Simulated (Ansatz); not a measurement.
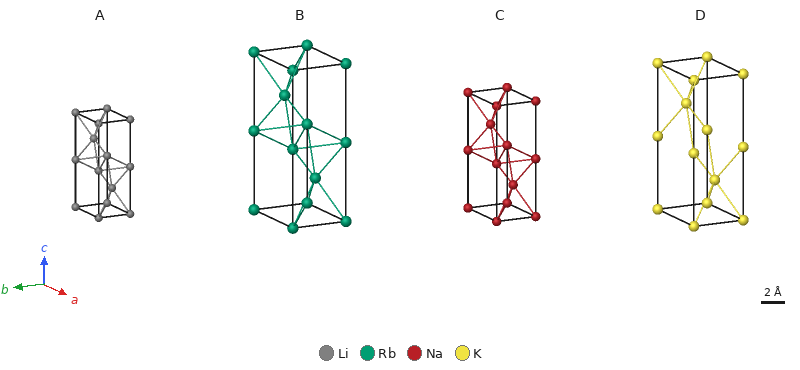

One structure type (space group P6_3/mmc for the parent) with different elements on its sites, each relaxed in cell and atoms to zero pressure (within 0.1 GPa). A ball-and-stick model of the cell of the calculation, seen from a free direction.

Level of theory: DFT PBE+D3(BJ), scalar-relativistic, plane waves, PAW (Ansatz 0.2.0). Set-up: plane-wave cutoff 420 eV; occupations gaussian; smearing width 0.1 eV; no spin polarisation. The k-mesh is chosen for each cell (18×18×6, 12×12×4).

Question: Give the formulas, and rank the crystals by volume per atom, smallest first.

Answer: A = Li (18.3 Å³), C = Na (34.1 Å³), D = K (68.9 Å³), B = Rb (85.9 Å³).
